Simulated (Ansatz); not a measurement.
# Single-point calculation of ZrN

ZrN (slab, 10 atoms in the cell), computed with DFT PBE, scalar-relativistic, plane waves, PAW, no spin polarisation (Ansatz 0.2.0).

The structure derives from an entry of the Crystallography Open Database. It belongs to a series of runs on one base structure; here: repeats removed: 2. Figures and captions count atoms from 1; the log counts them from 0 in places.

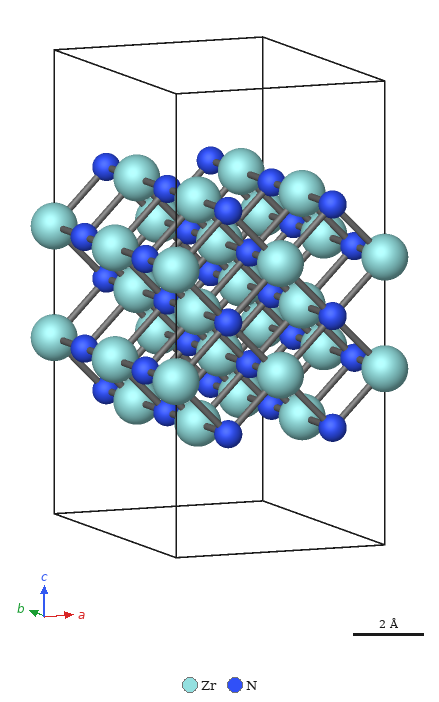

Fig. 1: The input geometry (ball-and-stick view of the 2 × 2 repeat of the cell, with the vacuum cut short, seen slightly off an axis). An atom can appear more than once, as a periodic image. Near neighbours in the periodic cell (some may lie outside the picture): Zr has 4 N at 2.30 Å; N has 4 Zr at 2.30 Å; Zr has 6 N at 2.30 Å; N has 6 Zr at 2.30 Å.

## Input
```yaml
crystal:
  lattice:
    - [3.2489094157, 0.0, 0.0]
    - [0.0, 4.5946517586, 0.0]
    - [0.0, 0.0, 21.4978188314]
  atoms:
    - { symbol: Zr, position: [0.5, 0.5, 0.3488726023] }
    - { symbol: "N", position: [0.5, 0.0, 0.3488726023] }
    - { symbol: Zr, position: [0.0, 0.0, 0.4244363012] }
    - { symbol: "N", position: [0.0, 0.5, 0.4244363012] }
    - { symbol: Zr, position: [0.5, 0.5, 0.5] }
    - { symbol: "N", position: [0.5, 0.0, 0.5] }
    - { symbol: Zr, position: [0.0, 0.0, 0.5755636988] }
    - { symbol: "N", position: [0.0, 0.5, 0.5755636988] }
    - { symbol: Zr, position: [0.5, 0.5, 0.6511273977] }
    - { symbol: "N", position: [0.5, 0.0, 0.6511273977] }
basis:
  ecutwfc: 420
kpoints:
  mp_grid: { grid: [11, 8, 1] }
hamiltonian:
  xc: pbe
scf:
  occupations: { method: gaussian, width: 0.1 }
output:
  forces: true
  stress: true
  eigenvalues: true
  write_density: true
  write_potential: true
  elf: true
  volumetric_format: npy
efield:
  axis: 3
  dipole_correction: true
  ramp_width: 0.04
```

Launch command:
```bash
ansatz run input.yaml --threads 1 --pin off --max-ram 2560MiB --backend cpu --events-out ev --progress --plain --runs-dir out
```

## Log
```
Engine: ansatz 0.2.0, x86_64-unknown-linux-gnu
Pseudopotentials: kind: paw
Pseudopotential: Zr, paw, valence charge 12, recommended cutoff 420 eV (normal), Zr.paw.azcp
Pseudopotential: N, paw, valence charge 5, recommended cutoff 420 eV (normal), N.paw.azcp
Functional definition: PBE
  parameter kappa = 0.804
  parameter beta = 0.06672455060314922
  exchange = pbe_x(kappa = kappa, mu = beta*pi^2/3)
  correlation = pbe_c(beta = beta)
Crystal: 10 atoms, lattice volume = 320.911 Å³
Basis set: ecut = 420 eV, 6319 PW (Γ), exchange–correlation on 48×64×288 points (8 copies of the dense FFT grid, shifted against one another)
Bands: 53, of which v1, the nominal top of the filled ones, is band 43 counted from 1 (42 counted from 0)
Symmetry: 4 space group operations
k-points: 30 of 88
Non-local potential: Zr, projectors of the file, l = 0: 3, l = 1: 2, l = 2: 2, l = 3: 2
Non-local potential: N, projectors of the file, l = 0: 2, l = 1: 2, l = 2: 1
PAW form: soft (Blöchl's): semilocal exchange-correlation on the pseudo side does not see the compensation charge
PAW one-centre angular grid: Zr, 590 points (default); XC on 64 Gauss nodes
PAW one-centre angular grid: N, 110 points (default); XC on 64 Gauss nodes
Initial density: superposition of atomic densities (neutral atoms: chi_scale 0, normalization atom), corrected by the library's trained network
Initial wavefunctions: pseudopotential atomic-orbital guess
Functional: x = pbe(κ = 0.804, μ = 0.2195149727645171), c = pbe(β = 0.06672455060314922)
SCF iter   1: F=—  HF=-22851.209661 eV  |F-HF|=—  |Δ(HF+E_count)|=         —  Δρ=5.56e-3  dr2=5.18e-1  ethr=1.77e-3  p=0.000 e·Å  D=6.14e-14 V/Å  ΔV_dip=-0.00 eV  dr2_dipole=2.79e-8  V_vac-E_F(+/−)=3.38/3.38 eV  ⟨swp⟩=7.9  Hψ=7145  notcnv=0
efield: sawtooth ramp at fractional position 0.9800 (placed from the atoms, in the widest stretch of the axis that holds none; the zero of the levels goes with the place), width 0.0400; the density the first Hamiltonian is built on has a dipole p = 0.000 e·Å; the dipole correction subtracts the counter field D = 6.14e-14 V/Å, which shifts the + side's vacuum level by -0.00 eV against the − side's; the planar-averaged density in the ramp window peaks in size at 3.8e-5 e/Å³
preconditioner: auto → LDOS  [metal: Δε(μ)=0.029 eV  Ē_g=7.813 eV  σ=0.100 eV  W_gap=0.16  n_scr=50 (ndim 8)  ℏωp=13.9 eV  f_vac=0.534  D(μ)=5.36/eV (n_scr^D=24)  β→1.0]
SCF iter   2: F=—  HF=-22851.166624 eV  |F-HF|=—  |Δ(HF+E_count)|=   4.30e-2  Δρ=2.05e-3  dr2=2.02e-2  ethr=6.09e-4  p=-0.000 e·Å  D=-4.06e-6 V/Å  ΔV_dip=0.00 eV  dr2_dipole=4.84e-8  V_vac-E_F(+/−)=3.21/3.21 eV  ⟨swp⟩=2.2  Hψ=2171  notcnv=0  defer=86
SCF iter   3: F=—  HF=-22851.170353 eV  |F-HF|=—  |Δ(HF+E_count)|=   3.73e-3  Δρ=6.83e-4  dr2=4.64e-3  ethr=2.38e-5  p=0.000 e·Å  D=6.23e-6 V/Å  ΔV_dip=-0.00 eV  dr2_dipole=3.47e-8  V_vac-E_F(+/−)=3.17/3.17 eV  ⟨swp⟩=2.0  Hψ=2251  notcnv=0  defer=86
SCF iter   4: F=—  HF=-22851.170756 eV  |F-HF|=—  |Δ(HF+E_count)|=   4.03e-4  Δρ=3.52e-4  dr2=6.55e-4  ethr=5.46e-6  p=0.000 e·Å  D=4.40e-6 V/Å  ΔV_dip=-0.00 eV  dr2_dipole=1.96e-8  V_vac-E_F(+/−)=3.13/3.13 eV  ⟨swp⟩=2.0  Hψ=2004  notcnv=0  defer=86
SCF iter   5: F=—  HF=-22851.170823 eV  |F-HF|=—  |Δ(HF+E_count)|=   6.73e-5  Δρ=1.40e-4  dr2=5.96e-5  ethr=7.71e-7  p=-0.000 e·Å  D=-6.55e-7 V/Å  ΔV_dip=0.00 eV  dr2_dipole=2.26e-10  V_vac-E_F(+/−)=3.11/3.11 eV  ⟨swp⟩=2.0  Hψ=2158  notcnv=0  defer=86
SCF iter   6: F=—  HF=-22851.170896 eV  |F-HF|=—  |Δ(HF+E_count)|=   7.31e-5  Δρ=3.95e-5  dr2=4.73e-6  ethr=7.02e-8  p=-0.000 e·Å  D=-6.32e-8 V/Å  ΔV_dip=0.00 eV  dr2_dipole=6.02e-11  V_vac-E_F(+/−)=3.10/3.10 eV  ⟨swp⟩=2.9  Hψ=2967  notcnv=0  defer=65
SCF iter   7: F=—  HF=-22851.170904 eV  |F-HF|=—  |Δ(HF+E_count)|=   7.86e-6  Δρ=1.30e-5  dr2=5.09e-7  ethr=5.56e-9  p=-0.000 e·Å  D=-2.45e-7 V/Å  ΔV_dip=0.00 eV  dr2_dipole=6.55e-11  V_vac-E_F(+/−)=3.10/3.10 eV  ⟨swp⟩=2.4  Hψ=2450  notcnv=0  defer=65
SCF iter   8: F=-22851.170905 eV  HF=-22851.170905 eV  |F-HF|=1.31e-10  |Δ(HF+E_count)|=   1.27e-6  Δρ=5.53e-6  dr2=8.45e-8  ethr=1.18e-10  p=-0.000 e·Å  D=-7.86e-8 V/Å  ΔV_dip=0.00 eV  dr2_dipole=6.18e-12  V_vac-E_F(+/−)=3.10/3.10 eV  ⟨swp⟩=22.9  Hψ=14618  notcnv=0
SCF 1 converged in 8 iterations: F = -22851.170905 eV  dr2 = 8.45e-8
  greatest PAW one-centre occupation: 0.996 electrons in one spin orbital (limit 2), on the Zr atom at site 0 (counted from 0), in its partial waves of l = 0
WARN: The output density's exchange-correlation potential varies sharply where the density is thin. Do not read a vacuum level from v_tot or v_xc, or from such a field of the output density. On a cell that repeats whose density bears no net charge and no dipole along the vacuum's axis use v_es (v_loc + v_h of the components); under efield.dipole_correction with no amplitude use v_es + v_field, which holds any external_charges[].barrier, or the levels of the report's work_function block, which leave it out; under a non-zero efield.amplitude the vacuum is tilted and has no level; on a cell that repeats and bears such a dipole with no correction it is tilted too, and efield.dipole_correction with no amplitude gives each side of its ramp a level where efield: is served; in a cell that repeats whose density bears a net charge (total_charge, or a fill off its count) it is curved and has none; of a slab under crystal.periodic whose density bears no net charge use v_es, which has a level on each side, short of where the two are joined; of another it falls or rises all the way out and has none; of a slab beside external_charges read slab_vacuum_level instead, which it has where they leave it neutral. The grid or the basis barely resolves most such structure, and the values can differ between equally converged runs; as a rule a tighter scf.convergence.dr2_threshold does not remove it. Where the density itself ripples (under the LDA too) a higher basis.ecutwfc lessens it. The files hold the spikes' plane waves up to the density's cutoff. Files: v_tot_of_output_density and the like, and their columns of v_z.tsv (output.write_potential); v_xc_of_output_density and the like, and their columns of v_comp_z.tsv (output.write_potential_components). Measured: with its Gaussian average of σ = 0.25 Å subtracted twice, the exchange-correlation potential is over 0.1 eV at 3608 of the grid points where the equally averaged density (valence and model cores) is under 1e-3 e/Å³, and 2.55 eV at the most among them, at an averaged density of 7.9e-7 e/Å³. The input density's (outcome.potential() and, of a run that writes arrays, v_tot and v_xc) is over 0.1 eV, so measured, at 511 points of its own thin density, 0.587 eV at the most. See output.write_potential in the manual, Limitations
SCF converged after 8 iterations
Free energy (F): -22851.170905 eV
Harris-Foulkes:  -22851.170905 eV  (|F-HF|=1.31e-10)
Internal energy: -22851.141139 eV  (E = F + TS)
E sigma→0 (E₀):  -22851.156022 eV
Entropy (-TS):   -0.029767 eV (-2.977 meV/atom)
Fermi energy:    4.636432 eV
Dipole field:    D = 0.000003 V/Å  (p = 0.000005 e·Å, saw-weighted, corrected)
Work function:   Φ+ = 3.0954 eV   Φ− = 3.0955 eV
Levels:          The Fermi level and band energies are counted from a zero that moves with the ramp; work functions are not
--- Per-component energies (eV) ---
  E_band       = -1204.411801
  E_kinetic    = 2314.433775
  E_local      = -64438.782542  (includes V_loc(G=0)·N_el)
  E_nonlocal   = 617.964534
  E_hartree    = 31066.651230
  E_xc         = -1111.983294
  E_vxc        = -1340.894269  (∫ρ·V_xc dr)
  E_paw        = -15401.110416  (= ΣΔE_a)
  E_vpaw       = -490.436450  (= ΣTr[D̂ρ^β])
  E_aug_tail   = 0.000568  (compensation charges beyond the density's cutoff)
  E_efield     = 0.000000  (sawtooth field / dipole correction)
  E_vefield    = 0.000000  (∫n·V_field dr)
  E_ewald      = 24101.685007
  E_smearing   = -0.029767  (= −TS)
  E_closure    = -0.000000  (closes the sum)
  Σ components = -22851.170905   (vs F -22851.170905, Δ=0.00e0)
--- Forces (eV/Å), atoms counted from 1 ---
  atom   1  Zr     0.00000000     0.00000000     0.92938019
  atom   2  N      0.00000000     0.00000000     0.87479004
  atom   3  Zr     0.00000000    -0.00000000    -1.60531612
  atom   4  N      0.00000000    -0.00000000    -0.55605316
  atom   5  Zr     0.00000000     0.00000000     0.00000173
  atom   6  N      0.00000000    -0.00000000    -0.00000035
  atom   7  Zr     0.00000000     0.00000000     1.60531714
  atom   8  N      0.00000000     0.00000000     0.55605063
  atom   9  Zr     0.00000000    -0.00000000    -0.92937934
  atom  10  N      0.00000000    -0.00000000    -0.87479256
  max |Σ_I F_I| component: 1.79e-6 eV/Å
--- Stress (GPa, compression-positive) ---
       -1.018995      -0.000000       0.000000
       -0.000000      -7.266008      -0.000000
        0.000000      -0.000000      -2.347918
  P = ⅓ Tr σ = -3.5443 GPa (-35.443 kbar)
--- Band table (eV; the first three rows and the last of 30) ---
  k-point 0: bands = ["-44.9695", "-44.9637", "-44.8482", "-44.6587", "-44.6579", "-23.3902", "-23.3390", "-23.2606", "-23.1194", "-22.9883", "-22.9767", "-22.9434", "-22.8163", "-22.7447", "-22.6804", "-22.6804", "-22.6037", "-22.5528", "-22.4818", "-22.4665", "-11.1833", "-10.6826", "-10.4077", "-9.0367", "-8.8802", "-1.4384", "-1.0188", "-0.3068", "-0.0065", "0.0489", "0.1297", "0.1699", "0.8363", "0.8868", "0.9133", "2.1636", "2.4224", "2.5432", "2.5604", "2.8042", "3.2891", "4.4135", "4.4221", "4.6825", "4.8277", "5.0871", "5.3077", "5.3226", "5.6550", "5.9865", "6.4107", "6.7965", "6.8285"]
  k-point 1: bands = ["-44.9679", "-44.9627", "-44.8459", "-44.6625", "-44.6587", "-23.4377", "-23.3730", "-23.2151", "-23.1090", "-23.1056", "-22.9576", "-22.8208", "-22.8068", "-22.7406", "-22.7205", "-22.6799", "-22.5773", "-22.5659", "-22.4856", "-22.4764", "-11.0892", "-10.6158", "-10.3284", "-8.9590", "-8.8008", "-1.5500", "-1.1787", "-0.3537", "-0.2297", "-0.0035", "-0.0023", "0.0822", "0.5153", "0.7773", "0.9782", "1.8275", "2.0081", "2.3489", "2.4825", "2.7749", "3.1549", "4.4258", "4.4330", "4.7886", "4.9895", "5.2139", "5.2503", "5.4683", "5.8767", "6.0980", "6.4430", "6.8471", "6.9715"]
  k-point 2: bands = ["-44.9642", "-44.9604", "-44.8397", "-44.6722", "-44.6607", "-23.5233", "-23.4108", "-23.2399", "-23.1347", "-23.0994", "-22.9301", "-22.7813", "-22.7301", "-22.7296", "-22.7272", "-22.6784", "-22.6232", "-22.5315", "-22.5032", "-22.4954", "-10.8485", "-10.4501", "-10.1266", "-8.7620", "-8.5979", "-1.8451", "-1.5887", "-0.7327", "-0.4617", "-0.2896", "-0.1822", "-0.1518", "-0.1199", "0.6474", "0.9243", "1.1030", "1.1321", "2.1576", "2.3156", "2.7389", "2.9213", "4.4468", "4.4820", "4.8763", "4.9952", "5.7120", "5.7486", "5.9919", "6.4402", "6.4627", "6.5150", "6.9038", "7.0328"]
  k-point 29: bands = ["-44.9183", "-44.9165", "-44.7842", "-44.6427", "-44.6198", "-23.5599", "-23.4846", "-23.3421", "-23.2491", "-23.2234", "-23.1695", "-23.1459", "-22.9663", "-22.8372", "-22.8244", "-22.7537", "-22.7319", "-22.6371", "-22.6161", "-22.5687", "-10.2605", "-10.0347", "-9.7566", "-8.2211", "-8.1213", "-2.3876", "-2.2550", "-1.1700", "-1.0295", "-0.7979", "-0.6856", "-0.6334", "-0.4702", "-0.2937", "0.4226", "0.5095", "0.7845", "0.8754", "1.5425", "1.5831", "5.0460", "5.1960", "6.1653", "6.2220", "6.2332", "6.4469", "6.8174", "6.9329", "6.9869", "7.0301", "7.3613", "7.3629", "7.5232"]
```

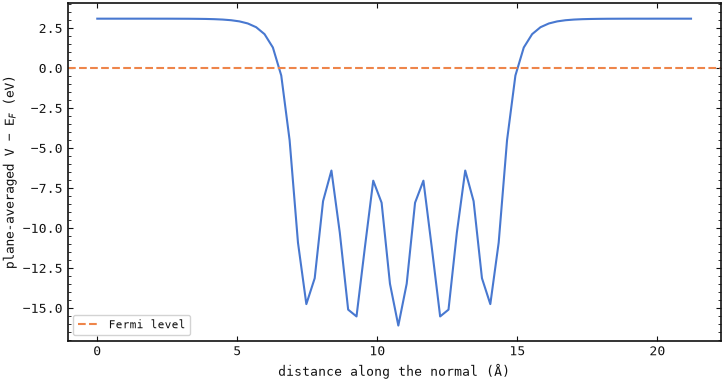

Fig. 2: Plane average of the electrostatic potential energy of an electron across the cell, from the Fermi level. The vacuum level lies 3.10 eV above the Fermi level.

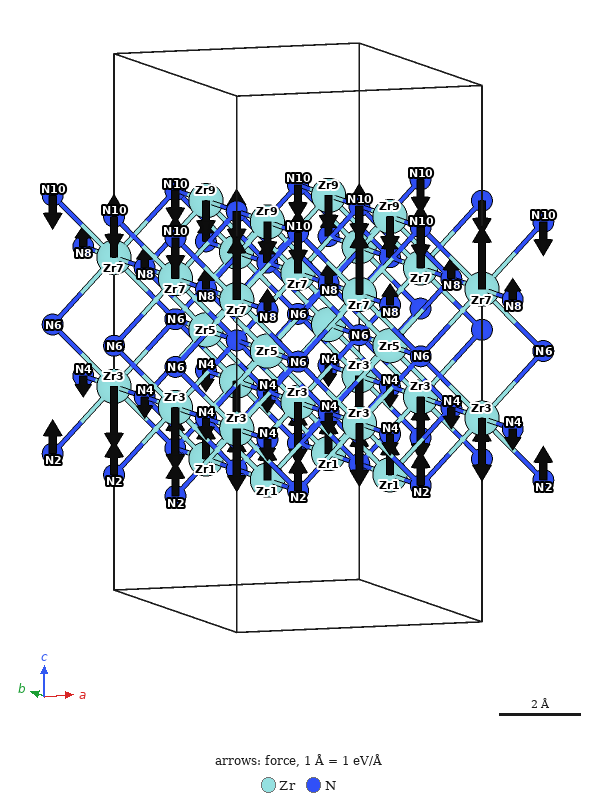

Fig. 3: Forces on the atoms as black arrows (ball-and-stick view of the 2 × 2 repeat of the cell, with the vacuum cut short, seen slightly off an axis; bonded neighbours outside the cell are drawn too; atoms are numbered from 1 in the order of the input). The largest act on Zr3, Zr7 (1.61 eV/Å); Zr1, Zr9 (0.93 eV/Å); N2, N10 (0.87 eV/Å); N4, N8 (0.56 eV/Å). The geometry is not a stationary point of this energy.

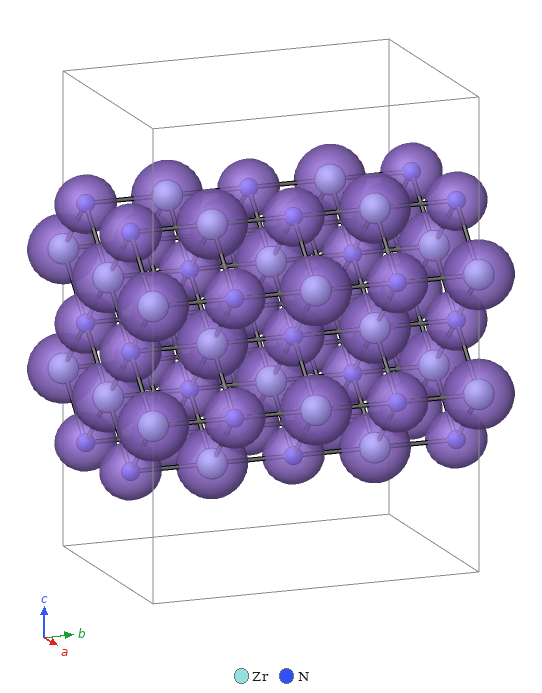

Fig. 4: Isosurface of the valence pseudo-density at 0.8 e/Å³ (purple), seen slightly off an axis. Sticks mark near contacts. At this value the density breaks into separate islands; it holds about 65 % of the electrons treated as valence (semicore included). It is pinched off along the Zr–N (2.30 Å) contacts. On the grid the lowest density along these lines, outside the cores, is 0.44 e/Å³ (Zr–N, 2.30 Å). The fields are those of the smooth PAW valence density.

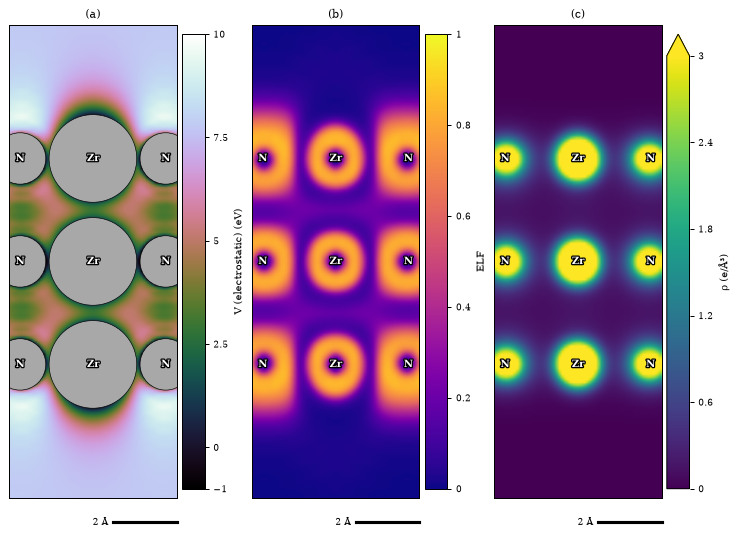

Fig. 5: (a) electrostatic potential (local pseudopotential plus Hartree) felt by an electron; (b) ELF; (c) valence electron density on the (100) plane of the calculation cell, a cut from vacuum to vacuum. Grey discs, where drawn, cover atomic cores. Zr–N (2.30 Å): ρ is about 0.47 e/Å³ halfway; the ELF peaks at about 0.85 in the valence shell of N, 0.6 Å from its nucleus, and drops to about 0.15 between the two atoms (a polar contact without a shared pair, in a metal). The density dies away to nearly zero in the vacuum. The strong features right at Zr lie inside the PAW spheres (semicore, d or f shells) and say nothing about bonding.

## Results in brief

- outcome: converged
- electrons treated: 85
- free energy: −22851.1709 eV
- work function, top face: 3.10 eV
- work function, bottom face: 3.10 eV
- Fermi energy: 4.636 eV
- gap on the k-point mesh: none (metallic)
- work function (upper face): 3.10 eV
- largest force (length of the vector): 1.605 eV/Å
- hardware: 1 thread of Oxide Virtual Turin-like (Zen 5), 32 GiB of memory available, shared host
- wall time: 23 s
- peak memory: 0.71 GiB

## Notes

The program warns: the exchange-correlation potential is rough where the density is thin. The cell holds an odd number of electrons but the run has no spin polarisation, so a band is left half filled.
